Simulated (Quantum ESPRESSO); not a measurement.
**GaP, zinc blende: band edges under a change of volume**

How fast do the gaps move when the cell is scaled evenly?

Calculated with Quantum ESPRESSO 7.5, LDA, GBRV 1.5 ultrasoft potentials, cutoff 680 eV, Fermi–Dirac smearing 0.02 eV, k-mesh 9×9×9, no spin polarisation, no spin-orbit coupling.

Reference cell, relaxed at zero pressure with LDA (F-43m): a = 3.8112 Å, b = 3.8112 Å, c = 3.8112 Å, α = 60.00°, β = 60.00°, γ = 60.00°.

```
atom       x       y       z
  Ga  0.0000  0.0000  0.0000
   P  0.7500  0.7500  0.7500
```

Levels are read on the k-mesh and along lines from Γ to X = (0.5, 0, 0.5), L = (0.5, 0.5, 0.5), K = (0.375, 0.375, 0.75) and W = (0.5, 0.25, 0.75) in the reciprocal basis of this cell (the letters only name these points), and count from the highest filled level.

```
ln(V/V0)  gap (eV)  direct gap at Γ (eV)  lowest empty along Γ–X (Γ left out) (eV)  lowest empty at L (eV)
 −0.0619     1.262                 2.404                                     1.262                   1.793
 −0.0408     1.304                 2.225                                     1.304                   1.727
  0.0000     1.382                 1.881                                     1.382                   1.601
  0.0198     1.416                 1.716                                     1.416                   1.540
  0.0392     1.448                 1.556                                     1.448                   1.480
  0.0583     1.400                 1.400                                     1.478                   1.421
```

**Question.** Fit the direct gap at Γ and give it at ln(V/V0) = −0.0202, a row left out above.

A straight line through the 6 rows: the means are 0.002433 for ln(V/V0) and 1.8637 for the level, Σ(Δx)² = 0.01079 and ΣΔxΔy = −0.09021, so the slope is −0.09021/0.01079 = −8.3614 and the intercept 1.8637 − (−8.3614)(0.002433) = 1.884.

The slope is the volume deformation potential of this gap, −8.36 eV, as a mean over the range. The line gives 2.053 eV. The run itself gives 2.050 eV, so the estimate misses by 0.003 eV; the fitted rows themselves lie up to 0.003 eV off the law.

The lowest empty level changes place along the table: along Γ–X (Γ left out) at −0.0619, at Γ at 0.0583.

The gap is direct at Γ at ln(V/V0) = 0.0583 and indirect in the other rows. Semilocal functionals give gaps that are too small, and the error differs from valley to valley, so the order of close valleys can be wrong too.

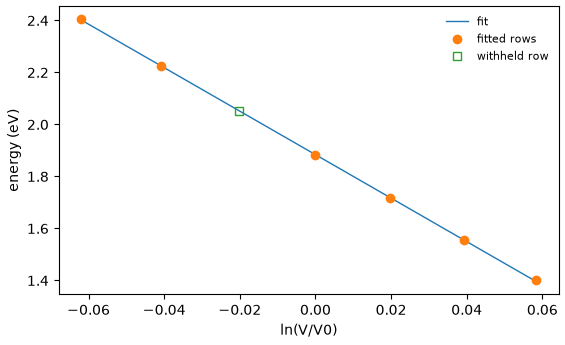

The fitted law, the rows behind it and the withheld row.

[Logs are printed without paths, hosts, clocks, repeated set-up lines and the standing remarks that a program may print on its own settings, such as how far it seeks lower states.]
